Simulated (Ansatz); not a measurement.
Run report: Si, nudged elastic band (part 2 of 2)

Continued. System: Si (defect cell, 17 atoms in the cell). Method: DFT PBE, scalar-relativistic, plane waves, PAW, no spin polarisation (Ansatz 0.2.0); cutoff 420 eV, 2×2×2 k-mesh, Fermi–Dirac smearing of 0.05 eV. One setting was made poor on purpose. It belongs to a series of runs on one base structure; here: band between the two ends.

Geometry of the input (Å; fractional positions):
```
0.0000  5.4300  5.4300
5.4300  0.0000  5.4300
5.4300  5.4300  0.0000
Si 0.0037  -0.0033  0.0029
Si 0.1248  0.1263  0.1244
Si 0.0037  -0.0033  0.4967
Si 0.1327  0.1222  0.6225
Si 0.0001  0.5000  -0.0001
Si 0.1249  0.6244  0.1245
Si 0.0037  0.5026  0.4969
Si 0.1249  0.6244  0.6262
Si 0.4972  -0.0032  0.0030
Si 0.6233  0.1226  0.1315
Si 0.5011  -0.0010  0.4999
Si 0.6233  0.1225  0.6227
Si 0.4971  0.5028  0.0032
Si 0.6264  0.6245  0.1246
Si 0.4971  0.5028  0.4968
Si 0.6235  0.6305  0.6230
Si 0.7510  0.2491  0.7499
```

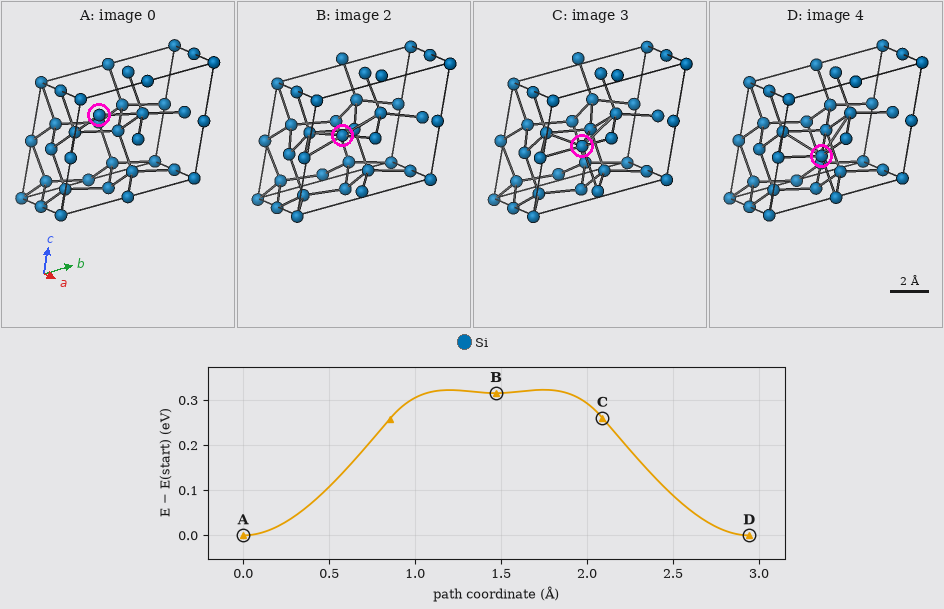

Fig. 1: Images of the last band (counted from 0; ball-and-stick, reduced simulation cell, seen slightly off an axis), with the moving atom and its periodic copies ringed, above the energy along the path; the line is a cubic interpolation that uses the forces. The highest image is number 2, 0.316 eV above the start and 0.316 eV above the end (the climbing image); start and end have the same energy. The path is 2.94 Å long, and Si17 moves most (2.35 Å). The band converged in 25 iterations.

```
Free energy (F): -10804.239488 eV
Harris-Foulkes:  -10804.239488 eV  (|F-HF|=8.39e-9)
Internal energy: -10804.211853 eV  (E = F + TS)
E sigma→0 (E₀):  -10804.225671 eV
Entropy (-TS):   -0.027634 eV (-1.626 meV/atom)
Fermi energy:    7.148800 eV
--- Per-component energies (eV) ---
  E_band       = 115.410827
  E_kinetic    = 699.723643
  E_local      = -442.062313  (includes V_loc(G=0)·N_el)
  E_nonlocal   = 442.519299
  E_hartree    = 129.508330
  E_xc         = -943.632477
  E_vxc        = -801.877598  (∫ρ·V_xc dr)
  E_paw        = -8717.175917  (= ΣΔE_a)
  E_vpaw       = -41.908494  (= ΣTr[D̂ρ^β])
  E_aug_tail   = 0.000101  (compensation charges beyond the density's cutoff)
  E_ewald      = -1973.092519
  E_smearing   = -0.027634  (= −TS)
  E_closure    = 0.000000  (closes the sum)
  Σ components = -10804.239488   (vs F -10804.239488, Δ=0.00e0)
--- Forces (eV/Å), atoms counted from 1 ---
[...]
  atom   1  Si     0.00240838     0.01074159    -0.00255270
  atom   2  Si    -0.01107309    -0.00246295     0.00265561
  atom   3  Si     0.00212178    -0.00029673    -0.00039844
  atom   4  Si     0.00013334    -0.00214251     0.00048350
  atom   5  Si     0.01712962     0.01784886    -0.01754294
  atom   6  Si    -0.00255111    -0.00227087     0.01120096
  atom   7  Si     0.00020460    -0.00077791    -0.00306015
  atom   8  Si     0.02799898     0.02664174    -0.02737706
  atom   9  Si     0.00213044     0.00241989    -0.01090076
  atom  10  Si    -0.01758777    -0.01700226     0.01749586
  atom  11  Si    -0.02667960    -0.02787689     0.02707312
  atom  12  Si     0.00095424    -0.00022847     0.00378021
  atom  13  Si     0.01097930     0.00212800    -0.00198747
  atom  14  Si    -0.00214897    -0.01144405     0.00205775
  atom  15  Si    -0.00066414     0.00484262     0.00094957
  atom  16  Si    -0.00512271     0.00041824    -0.00098351
  atom  17  Si     0.00176793    -0.00053715    -0.00089457
  max |Σ_I F_I| component: 1.20e-6 eV/Å
--- Band table (eV; the first three rows and the last of 8) ---
  k-point 0: bands = ["-5.7982", "-3.4861", "-3.2098", "-3.2097", "-2.9790", "-2.1187", "-1.3457", "-1.3456", "-1.3222", "-1.2011", "-1.2011", "-0.8830", "-0.3730", "-0.2459", "-0.2459", "3.1110", "3.1547", "3.1548", "3.8574", "3.8574", "4.0059", "4.9137", "4.9138", "5.1486", "5.2485", "5.3922", "5.3923", "5.4538", "5.4538", "5.7110", "5.7272", "6.5075", "6.5075", "6.6802", "7.1773", "7.1775", "7.4509", "7.4509", "8.0187", "8.0751", "8.0751", "8.0950", "8.3348", "8.3348", "9.2109", "9.2403", "9.6649", "9.6649", "9.7380", "9.7445", "9.7445"]
  k-point 1: bands = ["-5.4026", "-4.4516", "-2.9835", "-2.9835", "-2.9486", "-2.5952", "-2.5320", "-2.5320", "-1.1349", "0.0368", "0.1846", "0.1847", "0.3266", "0.3267", "2.3571", "2.4347", "2.7946", "2.9666", "2.9840", "2.9840", "3.0928", "3.0928", "3.5195", "3.5196", "4.4369", "4.4369", "4.6148", "4.7197", "5.7490", "5.7491", "5.7544", "5.9158", "5.9158", "7.1906", "7.6524", "7.6526", "8.3886", "8.3887", "8.4401", "8.6339", "8.7988", "8.7988", "9.0356", "10.2434", "10.2434", "10.6984", "11.0203", "11.0204", "11.2541", "11.2542", "11.5812"]
  k-point 2: bands = ["-5.3226", "-4.5808", "-3.2108", "-3.0148", "-2.7592", "-2.6114", "-2.5616", "-2.4985", "-0.3540", "-0.2570", "0.1389", "0.2194", "0.3205", "0.3890", "1.4792", "2.4211", "2.4431", "2.7580", "2.7847", "3.1398", "3.1659", "3.1991", "4.1205", "4.1688", "4.3047", "4.3995", "4.5074", "4.5542", "5.6946", "5.7679", "5.8056", "5.8220", "6.3287", "6.8616", "7.4642", "7.8207", "8.1392", "8.3029", "8.5432", "8.5970", "9.6868", "9.6904", "9.8445", "9.9006", "9.9295", "10.5591", "10.7324", "10.7835", "10.8089", "11.2231", "11.3942"]
  k-point 7: bands = ["-5.3227", "-4.5808", "-3.2108", "-3.0148", "-2.7592", "-2.6114", "-2.5616", "-2.4985", "-0.3540", "-0.2570", "0.1390", "0.2195", "0.3205", "0.3890", "1.4793", "2.4212", "2.4431", "2.7580", "2.7846", "3.1398", "3.1658", "3.1991", "4.1205", "4.1688", "4.3047", "4.3995", "4.5075", "4.5543", "5.6946", "5.7679", "5.8057", "5.8219", "6.3287", "6.8615", "7.4642", "7.8207", "8.1393", "8.3030", "8.5432", "8.5970", "9.6868", "9.6905", "9.8445", "9.9005", "9.9295", "10.5590", "10.7324", "10.7836", "10.8090", "11.2231", "11.3942"]
this run last wrote the band of iteration 25 to [file]
--- NEB band (5 images, 25 band iterations, 389 SCF iterations) ---
  forward barrier  = 0.315692 eV
  backward barrier = 0.315708 eV
  lagrangian_above_aufbau_ev (what the smearing adds, to first order; not taken off the barriers): saddle image -0.023373 eV, end points -0.027053 and -0.027062 eV
  climbing image's point = of an order that was not read
  energies are F+E_penalty+E_count in eV, relative to image 0
  image     s (Å)  Δ vs image 0  max|band force component| (eV/Å)
      0    0.0000      0.000000                                 —
      1    0.8548      0.259430                          3.480e-2
  *   2    1.4714      0.315692                          2.818e-2
      3    2.0894      0.260830                          3.444e-2
      4    2.9427     -0.000017                                 —
  climbing-image geometry (image 2):
  cell:  # Å, volume = 320.2060 Å³
    - [0.0, 5.43, 5.43]
    - [5.43, 0.0, 5.43]
    - [5.43, 5.43, 0.0]
  atoms:
    - { symbol: Si, position: [0.011297905335802421, -0.001765528380831046, -0.007988131776525357] }
    - { symbol: Si, position: [0.12676943894471404, 0.11380942820786158, 0.1330666882635459] }
    - { symbol: Si, position: [0.00988926683709832, -0.02409889998073652, 0.5047719929019342] }
    - { symbol: Si, position: [0.14925914497623882, 0.1150953423212755, 0.6202946686133551] }
    - { symbol: Si, position: [-0.015993792497214582, 0.48335456450595915, 0.049069356746663406] }
    - { symbol: Si, position: [0.12676791776723537, 0.6261329327558416, 0.13307082664322856] }
    - { symbol: Si, position: [0.009889319494996274, 0.5092045045761286, 0.5047751967064269] }
    - { symbol: Si, position: [0.10944121670711765, 0.6087564762267073, 0.6728053340498563] }
    - { symbol: Si, position: [0.4988714199543396, -0.0017672792477993193, -0.007983775611503208] }
    - { symbol: Si, position: [0.641779925384611, 0.1411277296281574, 0.07572557152129628] }
    - { symbol: Si, position: [0.5163577549749744, 0.015680582266634047, 0.4520429573033268] }
    - { symbol: Si, position: [0.6157801701855417, 0.11508198494205824, 0.6203008451166707] }
    - { symbol: Si, position: [0.4988706457780985, 0.5106362356519847, -0.007959425820984078] }
    - { symbol: Si, position: [0.6144713180397678, 0.6261296995092123, 0.13304997051528467] }
    - { symbol: Si, position: [0.4765552290994032, 0.5092302495723591, 0.5047516431774495] }
    - { symbol: Si, position: [0.6157511011444354, 0.6486136152287398, 0.6203273687850742] }
    - { symbol: Si, position: [0.8127634478728398, 0.312118842216449, 0.562776267864901] }
```

The last band as extended XYZ (Å, eV, eV/Å)
```
17
Lattice="0.0000 5.4300 5.4300 5.4300 0.0000 5.4300 5.4300 5.4300 0.0000" Properties=species:S:1:pos:R:3:forces:R:3 image=0 energy=-10804.55518
Si   -0.0022    0.0356    0.0020    0.0007  -0.0134  -0.0026
Si    1.3615    1.3535    1.3638    0.0144  -0.0145   0.0146
Si    2.6793    2.7171    0.0019    0.0135  -0.0008  -0.0025
Si    4.0440    4.1009    1.3843    0.0058  -0.0058  -0.0059
Si    2.7148    0.0002    2.7156   -0.0013   0.0012   0.0004
Si    4.0666    1.3542    4.0684   -0.0134  -0.0158  -0.0164
Si    5.4268    2.7182    2.7491    0.0012  -0.0013  -0.0135
Si    6.7908    4.0785    4.0683    0.0157   0.0135  -0.0164
Si   -0.0010    2.7158    2.6824   -0.0016   0.0016   0.0144
Si    1.3794    4.0983    4.0498    0.0031   0.0037  -0.0023
Si    2.7093    5.4355    2.7155   -0.0036   0.0034   0.0007
Si    4.0465    6.7654    4.0497   -0.0033  -0.0026  -0.0019
Si    2.7478    2.7169    5.4297   -0.0221   0.0009   0.0005
Si    4.0674    4.0776    6.7923   -0.0154   0.0156   0.0180
Si    5.4280    5.3972    5.4296   -0.0010   0.0216   0.0005
Si    6.8066    6.7683    6.8090    0.0113  -0.0113   0.0114
Si    5.4246    8.1502    5.4303   -0.0041   0.0039   0.0011
17
Lattice="0.0000 5.4300 5.4300 5.4300 0.0000 5.4300 5.4300 5.4300 0.0000" Properties=species:S:1:pos:R:3:forces:R:3 image=1 energy=-10804.29575
Si   -0.0458    0.0477    0.0443   -0.0040   0.0005   0.0040
Si    1.3630    1.4155    1.3020   -0.0324  -0.0197   0.0197
Si    2.6568    2.7872   -0.0694   -0.0041  -0.0253   0.0250
Si    3.9883    4.1825    1.4400   -0.0104  -0.0443   0.0108
Si    2.8383    0.1276    2.5902   -0.0574  -0.0572   0.0572
Si    4.1265    1.4155    4.0656   -0.0195  -0.0196   0.0321
Si    5.4978    2.7870    2.7717   -0.0248  -0.0251   0.0042
Si    6.9134    4.2029    3.9451   -0.0338  -0.0338   0.0338
Si   -0.0460    2.6730    2.6698   -0.0042  -0.0040  -0.0003
Si    1.1683    3.8872    4.2602    0.0032   0.0033  -0.0030
Si    2.5294    5.2481    2.8994   -0.0074  -0.0073   0.0072
Si    3.9880    6.7076    3.9651   -0.0101  -0.0107   0.0442
Si    2.7587    2.6731    5.4745    0.0005  -0.0042   0.0043
Si    4.1262    4.0820    6.7323   -0.0192  -0.0318   0.0193
Si    5.4976    5.3760    5.3610   -0.0246  -0.0043   0.0246
Si    6.8937    6.7074    6.8705   -0.0444  -0.0104   0.0101
Si    5.1036    7.8220    5.7553    0.2925   0.2937  -0.2931
17
Lattice="0.0000 5.4300 5.4300 5.4300 0.0000 5.4300 5.4300 5.4300 0.0000" Properties=species:S:1:pos:R:3:forces:R:3 image=2 energy=-10804.23949
Si   -0.0530    0.0180    0.0518    0.0024   0.0107  -0.0026
Si    1.3405    1.4109    1.3063   -0.0111  -0.0025   0.0027
Si    2.6101    2.7946   -0.0772    0.0021  -0.0003  -0.0004
Si    3.9932    4.1787    1.4354    0.0001  -0.0021   0.0005
Si    2.8911    0.1796    2.5378    0.0171   0.0178  -0.0175
Si    4.1225    1.4109    4.0883   -0.0026  -0.0023   0.0112
Si    5.5059    2.7946    2.8187    0.0002  -0.0008  -0.0031
Si    6.9589    4.2476    3.8998    0.0280   0.0266  -0.0274
Si   -0.0529    2.6655    2.6993    0.0021   0.0024  -0.0109
Si    1.1775    3.8961    4.2512   -0.0176  -0.0170   0.0175
Si    2.5397    5.2584    2.8890   -0.0267  -0.0279   0.0271
Si    3.9931    6.7119    3.9686    0.0010  -0.0002   0.0038
Si    2.7295    2.6656    5.4816    0.0110   0.0021  -0.0020
Si    4.1223    4.0590    6.7365   -0.0021  -0.0114   0.0021
Si    5.5059    5.3285    5.3528   -0.0007   0.0048   0.0009
Si    6.8903    6.7119    6.8655   -0.0051   0.0004  -0.0010
Si    4.7507    7.4692    6.1081    0.0018  -0.0005  -0.0009
17
Lattice="0.0000 5.4300 5.4300 5.4300 0.0000 5.4300 5.4300 5.4300 0.0000" Properties=species:S:1:pos:R:3:forces:R:3 image=3 energy=-10804.29435
Si   -0.0570   -0.0056    0.0561    0.0192   0.0316  -0.0193
Si    1.3107    1.4032    1.3138   -0.0013   0.0041  -0.0041
Si    2.6054    2.7992   -0.0818    0.0431   0.0106  -0.0110
Si    4.0013    4.1306    1.4275    0.0249   0.0035  -0.0245
Si    2.9015    0.1893    2.5277   -0.0017  -0.0014   0.0014
Si    4.1154    1.4034    4.1183    0.0041   0.0043   0.0011
Si    5.5109    2.7993    2.8234    0.0109   0.0104  -0.0430
Si    6.9704    4.2581    3.8886    0.0087   0.0086  -0.0085
Si   -0.0569    2.6611    2.7226    0.0190   0.0190  -0.0313
Si    1.2308    3.9490    4.1981    0.0571   0.0572  -0.0571
Si    2.5855    5.3040    2.8433    0.0336   0.0335  -0.0335
Si    4.0015    6.7197    4.0165    0.0247   0.0242  -0.0036
Si    2.7066    2.6613    5.4857    0.0311   0.0187  -0.0188
Si    4.1155    4.0287    6.7436    0.0043  -0.0012  -0.0045
Si    5.5112    5.3234    5.3477    0.0104   0.0432  -0.0103
Si    6.8426    6.7199    6.8572    0.0034   0.0242  -0.0243
Si    4.3978    7.1154    6.4612   -0.2915  -0.2906   0.2913
17
Lattice="0.0000 5.4300 5.4300 5.4300 0.0000 5.4300 5.4300 5.4300 0.0000" Properties=species:S:1:pos:R:3:forces:R:3 image=4 energy=-10804.55520
Si    0.0052   -0.0048   -0.0056    0.0136  -0.0133  -0.0135
Si    1.3234    1.3591    1.3558    0.0136  -0.0016   0.0033
Si    2.6885    2.7425   -0.0261    0.0029  -0.0015   0.0032
Si    4.0718    4.1073    1.3568    0.0008  -0.0121   0.0014
Si    2.6920   -0.0213    2.7374   -0.0081  -0.0061   0.0071
Si    4.0735    1.3585    4.1061   -0.0024  -0.0003  -0.0151
Si    5.4542    2.7412    2.7396    0.0001   0.0028   0.0004
Si    6.7852    4.0787    4.0724   -0.0013   0.0033  -0.0004
Si    0.0043    2.7199    2.7194    0.0148   0.0133   0.0147
Si    1.3578    4.0716    4.0724   -0.0008   0.0022  -0.0001
Si    2.7097    5.4255    2.7200   -0.0136  -0.0137   0.0139
Si    4.0703    6.7897    4.0386    0.0035  -0.0025   0.0152
Si    2.7107    2.7195    5.4257   -0.0149   0.0138  -0.0153
Si    4.0719    4.0391    6.7879    0.0003   0.0219  -0.0008
Si    5.4507    5.4100    5.4086    0.0103  -0.0097  -0.0113
Si    6.8210    6.7891    6.7889   -0.0172  -0.0011  -0.0026
Si    4.0704    6.7933    6.7874   -0.0016   0.0045  -0.0002
```

Key numbers

| quantity | value |
| --- | --- |
| outcome | converged |
| barrier, forward | 0.316 eV |
| barrier, backward | 0.316 eV |
| electrons treated | 68 |
| wall time | 7.3 min |
| peak memory | 0.69 GiB |

A deliberately poor setting: soft spring. The k-point mesh is coarse for a cell of this size, so the results may not be converged. The order of the saddle point was not checked.
